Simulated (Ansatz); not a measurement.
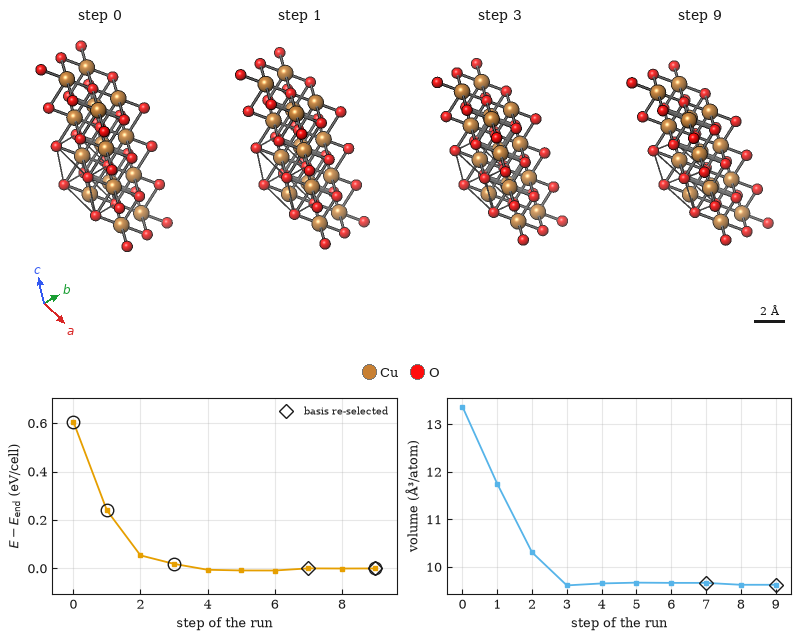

Frames of a relaxation of solid CuO (a generated structure, set up in I4/mmm) (coarse preliminary run), marked on the history of the run. Style: ball-and-stick. Shown: the cell of the calculation, repeated 2 × 2 × 3 with one cell outlined, slightly off an axis.

Theory: DFT PBE, scalar-relativistic, plane waves, PAW in Ansatz. Set-up: plane-wave cutoff 420 eV; k-point mesh 6 × 6 × 6; occupations gaussian; smearing width 0.1 eV; collinear spin; cell and atoms relaxed; force threshold 0.04 eV/Å; at most 70 steps.

Question: Describe the path.

Answer: After 7 accepted moves (9 points after the start) the energy has fallen by 0.607 eV per cell of the calculation. All forces vanish by symmetry, so only the cell relaxes. Pressure: −21.51 GPa at the start and 0.01 GPa at the end. The SCF was repeated twice at an unchanged geometry on a basis and grid sized afresh for the cell, which shifted the energy by 8.8 meV per cell of the calculation at most. No atom moves by more than 0.005 Å relative to the cell. The drawn cell changes as follows: a = b = c 3.272 → 2.981 Å (−8.9 %), α 112.5° → 118.0°, β 112.5° → 118.0°, γ 103.5° → 93.5°; the volume changes by −28.0 %. Near-neighbour distances that change, for instance: Cu–O 2.570 → 2.170 Å, Cu–O 2.025 → 2.043 Å. The space group stays I4/mmm (No. 139). The program noted that the starting moments weren't kept. The run may lie on a higher electronic state than the lowest, so the end point isn't shown to be the ground-state structure. The run took 27 s on 1 thread of Arm Neoverse V1 (shared host), peak memory 0.29 GiB. From step 0 to 1: volume −12.1 %, energy −0.367 eV per cell of the calculation. From step 1 to 3: volume −18.2 %, energy −0.221 eV per cell of the calculation. From step 3 to 9: volume +0.1 %, energy −18.8 meV per cell of the calculation.
